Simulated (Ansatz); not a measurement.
# Fe: which magnetic state does the SCF reach?, part 2 of 3

Wanted: the lowest electronic state of Fe in this cell. One SCF may end in a higher state, so several starts are tried. The cell (2 atoms) is Fe in the deposited crystal structure (space group Im-3m, primitive cell doubled). Source: COD entry 4113931.

Ansatz 0.2.0; DFT HSE06, PAW, plane waves, scalar-relativistic. Earlier steps stand in the parts before.

## Step 4: No spin polarisation

File input.yaml:

```yaml
crystal:
  lattice:
    - [1.43142, -1.43142, -1.43142]
    - [-2.86284, 0.0, 0.0]
    - [0.0, 2.86284, -2.86284]
  atoms:
    - { symbol: Fe, position: [0.0, 0.0, 0.0] }
    - { symbol: Fe, position: [0.0, 0.5, 0.5] }
hamiltonian:
  xc: hse06
  pseudopotentials: { kind: paw }
basis:
  ecutwfc: 420
kpoints:
  mp_grid: { grid: [6, 6, 3] }
scf:
  occupations: { method: fermi_dirac, width: 0.1 }
  lower_state_search: "off"
output:
  forces: true
  stress: true
  write_density: true
  write_potential: true
  elf: true
  volumetric_format: npy
```

Launch:

```bash
$ ansatz run input.yaml --threads 4 --pin off --max-ram 10240MiB --backend cpu --events-out ev --progress --plain --runs-dir out
```

Standard output:

```text
[... 12 lines as in an earlier run ...]
Bands: 20, of which v1, the nominal top of the filled ones, is band 16 counted from 1 (15 counted from 0)
[... 7 lines as in an earlier run ...]
Initial density: superposition of atomic densities (neutral atoms: chi_scale 0, normalization atom), corrected by the library's trained network
[... 2 lines as in an earlier run ...]
SCF iter   1: F=—  HF=-8959.902198 eV  |F-HF|=—  |Δ(HF+E_count)|=         —  Δρ=3.25e-3  dr2=8.72e-4  ethr=1.77e-3  ⟨swp⟩=5.5  Hψ=2189  notcnv=0
preconditioner: auto → none  [metal: Δε(μ)=0.009 eV  Ē_g=3.683 eV  σ=0.100 eV  W_gap=0.02  n_scr=6 (ndim 8)  ℏωp=30.7 eV  f_vac=0.000  D(μ)=8.03/eV (n_scr^D=184)  sad-step TF]
SCF iter   2: F=—  HF=-8959.902375 eV  |F-HF|=—  |Δ(HF+E_count)|=   1.77e-4  Δρ=1.51e-3  dr2=1.93e-4  ethr=2.73e-6  ⟨swp⟩=3.3  Hψ=1328  notcnv=0
SCF iter   3: F=—  HF=-8959.902425 eV  |F-HF|=—  |Δ(HF+E_count)|=   5.09e-5  Δρ=5.79e-4  dr2=2.33e-5  ethr=6.03e-7  ⟨swp⟩=3.0  Hψ=1150  notcnv=0
SCF iter   4: F=—  HF=-8959.902427 eV  |F-HF|=—  |Δ(HF+E_count)|=   1.99e-6  Δρ=2.03e-4  dr2=2.35e-6  ethr=7.28e-8  ⟨swp⟩=3.1  Hψ=1122  notcnv=0
SCF iter   5: F=—  HF=-8959.902428 eV  |F-HF|=—  |Δ(HF+E_count)|=   6.17e-7  Δρ=7.68e-5  dr2=3.43e-7  ethr=7.33e-9  ⟨swp⟩=3.8  Hψ=1328  notcnv=0
iter 6 solved again at ethr=9.30e-11 eV; its pass at ethr=1.07e-9 eV (dr2=2.98e-8 eV) is discarded
SCF iter   6: F=—  HF=-8959.902428 eV  |F-HF|=—  |Δ(HF+E_count)|=   3.91e-8  Δρ=1.83e-5  dr2=3.24e-8  ethr=9.30e-11  ⟨swp⟩=3.4  Hψ=2160  notcnv=0
SCF iter   7: F=—  HF=-8959.902428 eV  |F-HF|=—  |Δ(HF+E_count)|=   7.53e-9  Δρ=6.23e-6  dr2=3.38e-9  ethr=9.30e-11  ⟨swp⟩=3.5  Hψ=1230  notcnv=0
SCF iter   8: F=-8959.902428 eV  HF=-8959.902428 eV  |F-HF|=2.18e-10  |Δ(HF+E_count)|=  7.73e-10  Δρ=1.61e-6  dr2=2.38e-10  ethr=1.06e-11  ⟨swp⟩=3.1  Hψ=1210  notcnv=0
SCF 1 converged in 8 iterations: F = -8959.902428 eV  dr2 = 2.38e-10
Initial density: handed on by an earlier stage of this run
Initial wavefunctions: those handed on with the density
[... 2 lines as in an earlier run ...]
Frozen-core exchange: fock
iter 1 solved again at ethr=1.50e-4 eV; its pass at ethr=1.00e-1 eV (dr2=4.79e-2 eV) is discarded
[... 1 line left out ...]
preconditioner: auto → none  [metal: Δε(μ)=0.086 eV  Ē_g=4.610 eV  σ=0.100 eV  W_gap=0.21  n_scr=6 (ndim 8)  ℏωp=30.7 eV  f_vac=0.000  D(μ)=4.05/eV (n_scr^D=70)]
[... 13 lines left out ...]
SCF 2 stopped early in 13 iterations: F = -8953.248319 eV  dr2 = 1.02e-2
hybrid outer 1: dexx = +1.517e0 eV, tail = 5.80e-2 eV
[... 1 line as in an earlier run ...]
Frozen-core exchange: fock
[... 1 line left out ...]
preconditioner: auto → none  [metal: Δε(μ)=0.035 eV  Ē_g=4.924 eV  σ=0.100 eV  W_gap=0.09  n_scr=6 (ndim 8)  ℏωp=30.7 eV  f_vac=0.000  D(μ)=3.86/eV (n_scr^D=70)]
[... 13 lines left out ...]
SCF 3 converged in 13 iterations: F = -8953.272938 eV  dr2 = 1.12e-9
  Residual-converged pass: ⟨swp⟩=3.0  Hψ=1277  notcnv=0  max |occ|·‖R‖ = 1.9e-6 eV (tolerance 2.0e-6 eV)  dr2=1.03e-9  dr2_onsite=1.98e-9  max |Δocc| = 1.4e-11
hybrid outer 2: dexx = +7.604e-2 eV, tail = 5.20e-2 eV, Δε = 3.87e-1 eV (about 5.58e-1 eV left of the loop's levels)
[... 1 line as in an earlier run ...]
Frozen-core exchange: fock
[... 1 line left out ...]
preconditioner: auto → none  [metal: Δε(μ)=0.098 eV  Ē_g=5.024 eV  σ=0.100 eV  W_gap=0.24  n_scr=6 (ndim 8)  ℏωp=30.7 eV  f_vac=0.000  D(μ)=3.28/eV (n_scr^D=42)]
[... 5 lines left out ...]
SCF 4 converged in 6 iterations: F = -8953.291561 eV  dr2 = 2.54e-9
  Residual-converged pass: ⟨swp⟩=3.7  Hψ=1412  notcnv=0  max |occ|·‖R‖ = 1.9e-6 eV (tolerance 2.0e-6 eV)  dr2=2.57e-9  dr2_onsite=1.18e-9  max |Δocc| = 1.3e-10
hybrid outer 3: dexx = +8.549e-3 eV, tail = 5.83e-2 eV, Δε = 1.16e-1 eV (about 4.46e-1 eV left of the loop's levels), ΔF = 6.31e-30 eV/Å (tail 8.79e-29)
[... 1 line as in an earlier run ...]
Frozen-core exchange: fock
[... 1 line left out ...]
preconditioner: auto → none  [metal: Δε(μ)=0.049 eV  Ē_g=5.048 eV  σ=0.100 eV  W_gap=0.12  n_scr=6 (ndim 8)  ℏωp=30.7 eV  f_vac=0.000  D(μ)=3.00/eV (n_scr^D=42)]
[... 5 lines left out ...]
SCF 5 converged in 6 iterations: F = -8953.308997 eV  dr2 = 1.76e-9
  Residual-converged pass: ⟨swp⟩=3.8  Hψ=1392  notcnv=0  max |occ|·‖R‖ = 1.9e-6 eV (tolerance 2.0e-6 eV)  dr2=1.84e-9  dr2_onsite=6.83e-10  max |Δocc| = 1.4e-10
hybrid outer 4: dexx = +9.150e-3 eV, tail = inf eV, Δε = 1.16e-1 eV (about 4.27e-1 eV left of the loop's levels), ΔF = 6.31e-30 eV/Å (tail inf)
[... 1 line as in an earlier run ...]
Frozen-core exchange: fock
[... 1 line left out ...]
preconditioner: auto → none  [metal: Δε(μ)=0.032 eV  Ē_g=5.070 eV  σ=0.100 eV  W_gap=0.08  n_scr=6 (ndim 8)  ℏωp=30.7 eV  f_vac=0.000  D(μ)=2.77/eV (n_scr^D=36)]
[... 5 lines left out ...]
SCF 6 converged in 6 iterations: F = -8953.327330 eV  dr2 = 1.93e-9
  Residual-converged pass: ⟨swp⟩=3.7  Hψ=1395  notcnv=0  max |occ|·‖R‖ = 1.9e-6 eV (tolerance 2.0e-6 eV)  dr2=2.00e-9  dr2_onsite=7.39e-10  max |Δocc| = 8.1e-11
hybrid outer 5: dexx = +9.331e-3 eV, tail = inf eV, Δε = 1.37e-1 eV (about 2.72e1 eV left of the loop's levels), ΔF = 5.52e-30 eV/Å (tail inf)
[... 1 line as in an earlier run ...]
Frozen-core exchange: fock
[... 2 lines left out ...]
preconditioner: auto → none  [metal: Δε(μ)=0.024 eV  Ē_g=5.094 eV  σ=0.100 eV  W_gap=0.06  n_scr=6 (ndim 8)  ℏωp=30.7 eV  f_vac=0.000  D(μ)=2.52/eV (n_scr^D=36)]
[... 5 lines left out ...]
SCF 7 converged in 6 iterations: F = -8953.346146 eV  dr2 = 1.84e-9
  Residual-converged pass: ⟨swp⟩=3.8  Hψ=1424  notcnv=0  max |occ|·‖R‖ = 2.0e-6 eV (tolerance 2.0e-6 eV)  dr2=1.88e-9  dr2_onsite=6.43e-10  max |Δocc| = 8.8e-11
hybrid outer 6: dexx = +9.690e-3 eV, tail = 1.90e0 eV, Δε = 1.41e-1 eV (about 2.81e1 eV left of the loop's levels), ΔF = 8.68e-30 eV/Å (tail 1.72e-27)
[... 1 line as in an earlier run ...]
Frozen-core exchange: fock
[... 2 lines left out ...]
preconditioner: auto → none  [metal: Δε(μ)=0.109 eV  Ē_g=5.191 eV  σ=0.100 eV  W_gap=0.26  n_scr=6 (ndim 8)  ℏωp=30.7 eV  f_vac=0.000  D(μ)=1.56/eV (n_scr^D=18)]
[... 5 lines left out ...]
SCF 8 converged in 6 iterations: F = -8953.386843 eV  dr2 = 1.26e-8
hybrid outer 7: dexx = +1.281e-3 eV, tail = 3.20e0 eV, Δε = 4.70e-1 eV (about 9.32e1 eV left of the loop's levels)
[... 1 line as in an earlier run ...]
Frozen-core exchange: fock
[... 1 line left out ...]
preconditioner: auto → none  [metal: Δε(μ)=0.071 eV  Ē_g=5.216 eV  σ=0.100 eV  W_gap=0.17  n_scr=6 (ndim 8)  ℏωp=30.7 eV  f_vac=0.000  D(μ)=1.61/eV (n_scr^D=22)]
[... 3 lines left out ...]
SCF 9 stopped early in 3 iterations: F = -8953.388665 eV  dr2 = 4.90e-5
hybrid outer 8: dexx = +3.710e-4 eV, tail = 2.80e-4 eV, Δε = 7.09e-2 eV (about 7.98e-2 eV left of the loop's levels)
[... 1 line as in an earlier run ...]
Frozen-core exchange: fock
SCF iter   1: F=—  HF=-8953.388739 eV  |F-HF|=—  |Δ(HF+E_count)|=         —  Δρ=4.71e-4  dr2=1.56e-5  ethr=2.11e-6  ⟨swp⟩=2.3  Hψ=1048  notcnv=0
preconditioner: auto → none  [metal: Δε(μ)=0.064 eV  Ē_g=5.220 eV  σ=0.100 eV  W_gap=0.16  n_scr=6 (ndim 8)  ℏωp=30.7 eV  f_vac=0.000  D(μ)=1.61/eV (n_scr^D=22)]
SCF iter   2: F=—  HF=-8953.388749 eV  |F-HF|=—  |Δ(HF+E_count)|=   1.00e-5  Δρ=3.31e-4  dr2=5.76e-6  ethr=2.84e-8  ⟨swp⟩=3.8  Hψ=1207  notcnv=0
SCF iter   3: F=—  HF=-8953.388754 eV  |F-HF|=—  |Δ(HF+E_count)|=   5.68e-6  Δρ=1.93e-4  dr2=4.58e-6  ethr=1.11e-8  ⟨swp⟩=4.2  Hψ=1486  notcnv=0
SCF iter   4: F=—  HF=-8953.388754 eV  |F-HF|=—  |Δ(HF+E_count)|=   4.81e-7  Δρ=1.35e-4  dr2=2.35e-6  ethr=1.11e-8  ⟨swp⟩=3.9  Hψ=1437  notcnv=0
SCF iter   5: F=—  HF=-8953.388753 eV  |F-HF|=—  |Δ(HF+E_count)|=   7.22e-7  Δρ=3.92e-5  dr2=1.24e-7  ethr=6.63e-9  ⟨swp⟩=3.1  Hψ=1061  notcnv=0  defer=1
SCF iter   6: F=—  HF=-8953.388753 eV  |F-HF|=—  |Δ(HF+E_count)|=   6.35e-9  Δρ=1.87e-5  dr2=2.35e-8  ethr=2.89e-10  ⟨swp⟩=4.0  Hψ=1417  notcnv=0  defer=1
SCF iter   7: F=-8953.388753 eV  HF=-8953.388753 eV  |F-HF|=4.17e-9  |Δ(HF+E_count)|=   1.08e-9  Δρ=5.18e-6  dr2=3.20e-9  ethr=4.87e-11  ⟨swp⟩=4.0  Hψ=1461  notcnv=0
SCF 10 converged in 7 iterations: F = -8953.388753 eV  dr2 = 3.20e-9
  Residual-converged pass: ⟨swp⟩=3.2  Hψ=1159  notcnv=0  max |occ|·‖R‖ = 1.9e-6 eV (tolerance 2.0e-6 eV)  dr2=3.20e-9  dr2_onsite=2.42e-9  max |Δocc| = 2.2e-12
hybrid outer 9: dexx = +5.320e-5 eV, tail = 6.72e-7 eV, Δε = 1.93e-2 eV (about 2.86e-3 eV left of the loop's levels)
[... 1 line as in an earlier run ...]
Frozen-core exchange: fock
SCF iter   1: F=—  HF=-8953.388753 eV  |F-HF|=—  |Δ(HF+E_count)|=         —  Δρ=9.99e-6  dr2=1.22e-8  ethr=2.44e-9  ⟨swp⟩=3.5  Hψ=1121  notcnv=0
preconditioner: auto → none  [metal: Δε(μ)=0.066 eV  Ē_g=5.221 eV  σ=0.100 eV  W_gap=0.16  n_scr=6 (ndim 8)  ℏωp=30.7 eV  f_vac=0.000  D(μ)=1.61/eV (n_scr^D=22)]
SCF iter   2: F=—  HF=-8953.388753 eV  |F-HF|=—  |Δ(HF+E_count)|=   3.79e-9  Δρ=7.57e-6  dr2=7.55e-9  ethr=3.40e-11  ⟨swp⟩=4.0  Hψ=1687  notcnv=0
SCF iter   3: F=-8953.388753 eV  HF=-8953.388753 eV  |F-HF|=2.71e-10  |Δ(HF+E_count)|=  7.33e-10  Δρ=2.61e-6  dr2=5.97e-10  ethr=2.16e-11  ⟨swp⟩=3.1  Hψ=1102  notcnv=0  defer=1
SCF 11 converged in 3 iterations: F = -8953.388753 eV  dr2 = 5.97e-10
  Residual-converged pass: ⟨swp⟩=3.0  Hψ=1146  notcnv=0  max |occ|·‖R‖ = 1.9e-6 eV (tolerance 2.0e-6 eV)  dr2=5.24e-10  dr2_onsite=2.10e-10  max |Δocc| = 5.7e-12
hybrid outer 10: dexx = +3.564e-9 eV, tail = 3.50e-9 eV, Δε = 2.25e-4 eV (about 1.07e-4 eV left of the loop's levels), ΔF = 3.55e-30 eV/Å (tail 1.69e-30)
the last iteration of the SCF fills more bands at one k-point than at another: 14 at k=0 and 18 at k=9 (a band counts as filled where it holds over half of its capacity, the bands of one level by their mean; [...]
hybrid SCF converged: 10 outer / 69 inner (+8 warm-up), last move |dexx| = 3.56e-9 eV, tail = 3.50e-9 eV
Stability not checked: this state was not tested for a lower state beside it, because the functional holds exact exchange (a hybrid, or Hartree-Fock), whose exchange loop this test does not read (fock_operator; see scf.lower_state_search)
Free energy (F): -8953.388753 eV
Frozen-core exchange: fock
Harris-Foulkes:  -8953.388753 eV  (|F-HF|=2.71e-10)
Internal energy: -8953.329163 eV  (E = F + TS)
E sigma→0 (E₀):  -8953.358958 eV
Entropy (-TS):   -0.059589 eV (-29.795 meV/atom)
Fermi energy:    17.856539 eV
--- Per-component energies (eV) ---
  E_band       = -535.392023
  E_kinetic    = 701.812969
  E_local      = -4204.633189  (includes V_loc(G=0)·N_el)
  E_nonlocal   = 437.706403
  E_hartree    = 1762.656472
  E_xc         = -188.520954
  E_vxc        = -240.525220  (∫ρ·V_xc dr)
  E_exx        = -145.422560  (= α·E_x^exact, valence–valence)
  E_paw        = -2630.497331  (= ΣΔE_a)
  E_vpaw       = -464.221132  (= ΣTr[D̂ρ^β])
  E_aug_tail   = 0.001505  (compensation charges beyond the density's cutoff)
  E_ewald      = -4686.025031
  E_core_change = -0.407440  (= ΣΔE_core)
  E_smearing   = -0.059589  (= −TS)
  E_closure    = -0.000006  (closes the sum)
  Σ components = -8953.388753   (vs F -8953.388753, Δ=-1.82e-12)
--- Forces (eV/Å), atoms counted from 1 ---
  atom   1  Fe     0.00000000     0.00000000     0.00000000
  atom   2  Fe    -0.00000000    -0.00000000     0.00000000
  max |Σ_I F_I| component: 1.38e-29 eV/Å
--- Stress (GPa, compression-positive) ---
      -15.440621       0.000000      -0.000000
        0.000000     -16.793023      -3.040205
       -0.000000      -3.040205     -16.793023
  P = ⅓ Tr σ = -16.3422 GPa (-163.422 kbar)
--- Band table (eV; the first three rows and the last of 26) ---
  k-point 0: bands = ["-74.9445", "-74.8631", "-39.4921", "-39.2339", "-39.1316", "-39.1288", "-39.0833", "-39.0345", "8.2040", "12.2077", "13.5078", "14.7055", "14.7138", "14.8302", "18.0427", "18.2275", "18.4312", "19.1280", "19.2175"]
  k-point 1: bands = ["-74.9242", "-74.8835", "-39.3785", "-39.1960", "-39.1493", "-39.1309", "-39.1295", "-39.1207", "9.4255", "11.7805", "13.7939", "14.3960", "14.7064", "15.5124", "15.5491", "17.2275", "18.4285", "18.7363", "19.2333"]
  k-point 2: bands = ["-74.9288", "-74.8583", "-39.4503", "-39.2794", "-39.2006", "-39.1612", "-39.1086", "-39.0551", "9.1311", "12.7340", "13.6546", "14.5248", "14.7274", "15.2620", "15.8070", "18.3636", "18.8627", "18.8848", "19.1453"]
  k-point 25: bands = ["-74.8480", "-74.8193", "-39.5483", "-39.4770", "-39.3598", "-39.2759", "-39.2707", "-39.1149", "13.0998", "13.8988", "14.0917", "14.3613", "15.8311", "16.2554", "16.5543", "17.1182", "17.5818", "17.9124", "22.2133"]
  guard bands above this table: 1 of the run's 20 bands, where the rule asks 2: the bands that hold charge and the lowest empty level above them stay in the table. The solve was not asked for them (output.publish_guard_bands: true or output.eigenvalues: true publishes all)
```

Wall time 24 s (4 threads of Arm Neoverse N1, shared host); peak memory 0.59 GiB.

End: non-magnetic (no spin polarisation), no gap on the k-mesh. It lies 2339 meV/atom above the lowest state so far (step 2).

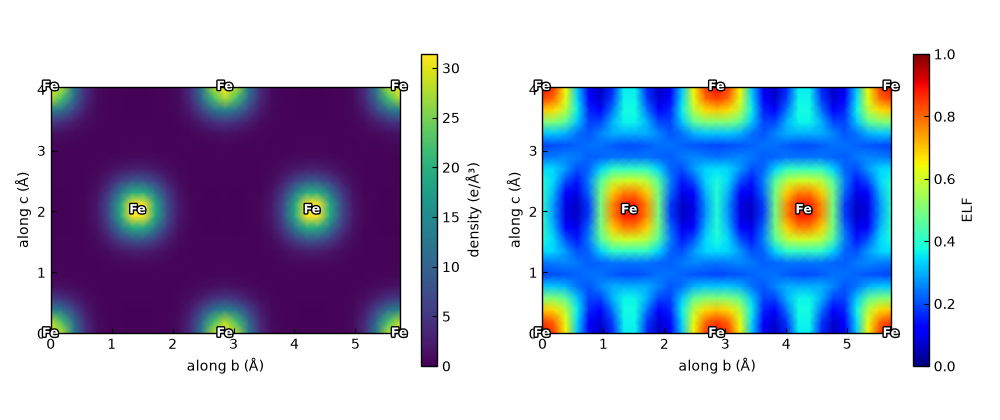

Density (left) and ELF (right) in a lattice plane of the grid's cell (edges 2.86 and 4.05 Å, at 0.000 of the third edge), which holds Fe. Only atoms in the plane are labelled; the density scale stops at 31.41 e/Å³. Both are smooth fields of the valence electrons: close to the nuclei they are not physical.

## Step 5: Spin on, no moments given (the program may seed its own), plain SCF

Changes to input.yaml since step 4:

```diff
@@ -21,5 +21,3 @@
   stress: true
-  write_density: true
-  write_potential: true
-  elf: true
-  volumetric_format: npy
+magnetization:
+  spin_polarized: true
```

Launch:

```bash
$ ansatz run input.yaml --threads 4 --pin off --max-ram 10240MiB --backend cpu --events-out ev --progress --plain --runs-dir out
```

Standard output, shortened:

```text
[... 2 lines as in an earlier run ...]
band count auto-derived: 24 (N_el = 32.0; filled up to band 16; 20 by the electrons, moments and atoms)
[... 21 lines as in an earlier run ...]
[...]
SCF iter   1: F=—  HF=-8960.194441 eV  |F-HF|=—  |Δ(HF+E_count)|=         —  Δρ=4.63e-2 (↑4.63e-2 ↓4.63e-2)  dr2=1.19e0  dr2_m=0.00e0  M=0.000 μB ∫|m|=0.000 μB  β_m=0.30  ethr=3.74e-3  ⟨swp⟩=3.4  Hψ=3118  notcnv=0
[...]
Absolute magnetization: 6.5115 μB (∫|ρ↑−ρ↓|, with the PAW one-centre terms)
Spin contamination: 0.4204 ħ² per cell (⟨S²⟩ above its minimum at these occupations)
Per-site moments (μB) at R_I (Å): [(2.997203972549377, 1.022708018875225), (2.997203972549377, 1.022708018875225)]
Free energy (F): -8958.065919 eV
Frozen-core exchange: fock
[...]
E sigma→0 (E₀):  -8958.053427 eV
Entropy (-TS):   -0.024985 eV (-12.492 meV/atom)
Fermi energy:    18.000648 eV
[... 32 lines left out: energy terms, forces, stress, bands ...]
```

Wall time 24 s (4 threads of Arm Neoverse N1, shared host); peak memory 0.62 GiB.

Nothing new: the 32 iterations lead to the state found in step 2 (ferromagnetic).

## Step 6: Parallel moments scaled by 0.2, plain SCF

Changes to input.yaml since step 5:

```diff
@@ -6,4 +6,6 @@
   atoms:
-    - { symbol: Fe, position: [0.0, 0.0, 0.0] }
-    - { symbol: Fe, position: [0.0, 0.5, 0.5] }
+    - { symbol: Fe, position: [0.0, 0.0, 0.0], spin: 0.8 }
+    - { symbol: Fe, position: [0.0, 0.5, 0.5], spin: 0.8 }
+magnetization:
+  spin_polarized: true
 hamiltonian:
@@ -21,3 +23 @@
   stress: true
-magnetization:
-  spin_polarized: true
```

Launch:

```bash
$ ansatz run input.yaml --threads 4 --pin off --max-ram 10240MiB --backend cpu --events-out ev --progress --plain --runs-dir out
```

Standard output, shortened:

```text
[... 12 lines as in an earlier run ...]
Bands: 21, of which v1, the nominal top of the filled ones, is band 16 counted from 1 (15 counted from 0)
[... 9 lines as in an earlier run ...]
Starting moments: Σ|m| = 1.6 μB on 2 of 2 sites
[... 2 lines as in an earlier run ...]
[...]
Absolute magnetization: 6.5115 μB (∫|ρ↑−ρ↓|, with the PAW one-centre terms)
Spin contamination: 0.4204 ħ² per cell (⟨S²⟩ above its minimum at these occupations)
Per-site moments (μB) at R_I (Å): [(2.997195538584028, 1.022708018875225), (2.997195538584029, 1.022708018875225)]
Free energy (F): -8958.065919 eV
Frozen-core exchange: fock
[...]
E sigma→0 (E₀):  -8958.053428 eV
Entropy (-TS):   -0.024983 eV (-12.492 meV/atom)
Fermi energy:    18.000636 eV
[... 31 lines left out: energy terms, forces, stress, bands ...]
```

Wall time 25 s (4 threads of Arm Neoverse N1, shared host); peak memory 0.62 GiB.

The run ends in the same state as step 2 (ferromagnetic); it took 36 iterations.

## Step 7: Moments ++ scaled by 1.4, plain SCF

Changes to input.yaml since step 6:

```diff
@@ -6,4 +6,4 @@
   atoms:
-    - { symbol: Fe, position: [0.0, 0.0, 0.0], spin: 0.8 }
-    - { symbol: Fe, position: [0.0, 0.5, 0.5], spin: 0.8 }
+    - { symbol: Fe, position: [0.0, 0.0, 0.0], spin: 5.6 }
+    - { symbol: Fe, position: [0.0, 0.5, 0.5], spin: 5.6 }
 magnetization:
```

Launch:

```bash
$ ansatz run input.yaml --threads 4 --pin off --max-ram 10240MiB --backend cpu --events-out ev --progress --plain --runs-dir out
```

Standard output, shortened:

```text
[... 12 lines as in an earlier run ...]
Bands: 26, of which v1, the nominal top of the filled ones, is band 16 counted from 1 (15 counted from 0)
[... 9 lines as in an earlier run ...]
Starting moments: Σ|m| = 11.2 μB on 2 of 2 sites
[... 2 lines as in an earlier run ...]
[...]
Absolute magnetization: 6.5115 μB (∫|ρ↑−ρ↓|, with the PAW one-centre terms)
Spin contamination: 0.4204 ħ² per cell (⟨S²⟩ above its minimum at these occupations)
Per-site moments (μB) at R_I (Å): [(2.9972009084349605, 1.022708018875225), (2.997200908434961, 1.022708018875225)]
Free energy (F): -8958.065919 eV
Frozen-core exchange: fock
[...]
E sigma→0 (E₀):  -8958.053426 eV
Entropy (-TS):   -0.024987 eV (-12.493 meV/atom)
Fermi energy:    18.000592 eV
[... 32 lines left out: energy terms, forces, stress, bands ...]
```

Run time: 25 s. Hardware: 4 threads of Arm Neoverse N1, shared host; peak memory 0.63 GiB.

The run ends in the same state as step 2 (ferromagnetic); it took 38 iterations.

## Step 8: A moment on one site alone, plain SCF

Changes to input.yaml since step 7:

```diff
@@ -6,4 +6,4 @@
   atoms:
-    - { symbol: Fe, position: [0.0, 0.0, 0.0], spin: 5.6 }
-    - { symbol: Fe, position: [0.0, 0.5, 0.5], spin: 5.6 }
+    - { symbol: Fe, position: [0.0, 0.0, 0.0] }
+    - { symbol: Fe, position: [0.0, 0.5, 0.5], spin: 4.0 }
 magnetization:
```

Launch:

```bash
$ ansatz run input.yaml --threads 4 --pin off --max-ram 10240MiB --backend cpu --events-out ev --progress --plain --runs-dir out
```

Standard output, shortened:

```text
[... 12 lines as in an earlier run ...]
Bands: 22, of which v1, the nominal top of the filled ones, is band 16 counted from 1 (15 counted from 0)
[... 2 lines as in an earlier run ...]
Magnetic group: BNS 65.481 (UNI 579), of the structure as read, at distance tolerance 2.9e-5 Å
[... 6 lines as in an earlier run ...]
Starting moments: Σ|m| = 4 μB on 1 of 2 sites
[... 2 lines as in an earlier run ...]
[...]
Absolute magnetization: 6.5115 μB (∫|ρ↑−ρ↓|, with the PAW one-centre terms)
Spin contamination: 0.4204 ħ² per cell (⟨S²⟩ above its minimum at these occupations)
Per-site moments (μB) at R_I (Å): [(2.9971984349488245, 1.022708018875225), (2.9972013929640817, 1.022708018875225)]
Free energy (F): -8958.065919 eV
Frozen-core exchange: fock
[...]
E sigma→0 (E₀):  -8958.053427 eV
Entropy (-TS):   -0.024985 eV (-12.493 meV/atom)
Fermi energy:    18.000598 eV
[... 32 lines left out: energy terms, forces, stress, bands ...]
```

Wall time 27 s (4 threads of Arm Neoverse N1, shared host); peak memory 0.64 GiB.

Nothing new: the 51 iterations lead to the state found in step 2 (ferromagnetic).

[end of part 2 of 3]
